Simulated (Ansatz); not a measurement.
Sb (Fd-3m, No. 227): the geometry given to an electronic-structure calculation, possibly off equilibrium; the starting structure was generated, so it need not be a known form of this composition.

```
Sb
1.0
     6.99695    0.00000    0.00000
     0.00000    6.99695    0.00000
     0.00000    0.00000    6.99695
Sb
8
Direct
  0.75000 0.75000 0.75000
  0.00000 0.50000 0.00000
  0.75000 0.25000 0.25000
  0.00000 0.00000 0.50000
  0.25000 0.75000 0.25000
  0.50000 0.50000 0.50000
  0.25000 0.25000 0.75000
  0.50000 0.00000 0.00000
```

**What will a HAADF-like image along [210] show? Simulated incoherent Z contrast: every atom adds Z^1.7 spread by a probe of 0.83 Å full width; channelling and multiple scattering are left out. The display is stretched by a gamma of 0.65; percentages refer to the linear signal.**

The columns repeat on a centred rectangular net of 1.56 × 3.50 Å (plane group c2mm). All columns are alike (Sb). The shortest distance between visible columns is 1.56 Å in projection. Along the beam the structure repeats every 15.65 Å.

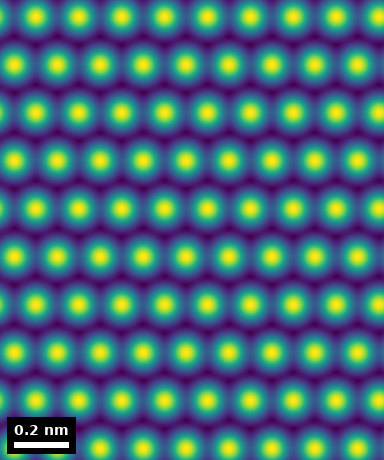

The simulated image.
